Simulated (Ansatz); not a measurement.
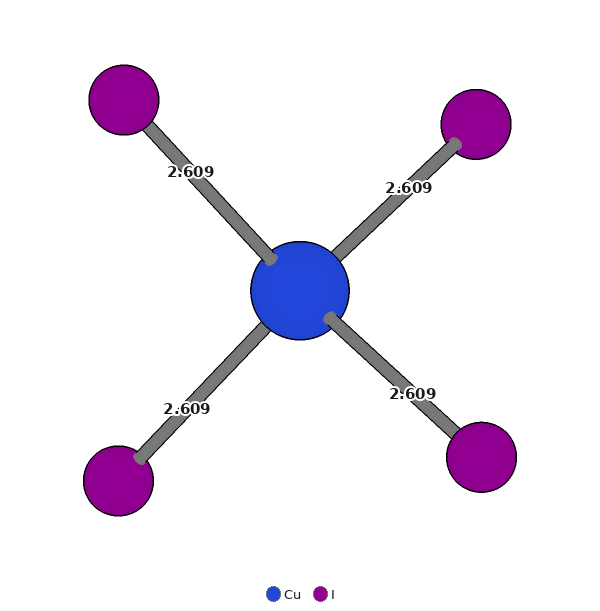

The surroundings of site Cu1 (at 0.250, 0.250, 0.750) in CuI (F-43m, No. 216), with bond lengths in Å.

Origin of the cell: a calculation's input that goes back to an entry of the Crystallography Open Database (an earlier step may have relaxed or displaced it).

```yaml
crystal:
  lattice:
    - [6.02409, 0.00000, 0.00000]
    - [0.00000, 6.02409, 0.00000]
    - [0.00000, 0.00000, 6.02409]
  atoms:
    - { symbol: Cu, position: [0.25000, 0.25000, 0.75000] }
    - { symbol: I, position: [0.00000, 0.00000, 0.00000] }
    - { symbol: Cu, position: [0.25000, 0.75000, 0.25000] }
    - { symbol: I, position: [0.00000, 0.50000, 0.50000] }
    - { symbol: Cu, position: [0.75000, 0.25000, 0.25000] }
    - { symbol: I, position: [0.50000, 0.00000, 0.50000] }
    - { symbol: Cu, position: [0.75000, 0.75000, 0.75000] }
    - { symbol: I, position: [0.50000, 0.50000, 0.00000] }
```

Bond valence s = exp((R0 − d)/b), R0 fitted to published crystal structures with b = 0.37 Å; R0 in Å: Cu+–I 2.134.

Q: Calculate the bond-valence sum of Cu1 from the bonds drawn.

A: 4 × 0.277 = 1.11 v.u., against a formal valence of 1: overbonded (bonds short for this ion) by 0.11.

Q: And over the whole structure?

A:
| site | x, y, z | formal valence | bond-valence sum | difference |
| --- | --- | --- | --- | --- |
| Cu1 | 0.250, 0.250, 0.750 | +1 | 1.11 | 0.11 |
| I1 | 0.000, 0.000, 0.000 | −1 | 1.11 | 0.11 |

These sums include all anions within 5 Å. The global instability index (root mean square of the differences over all atoms) is 0.11 v.u.: moderate strain, common in real structures. The cell was not relaxed for this table, and a volume that is off by a few per cent shifts all sums together.
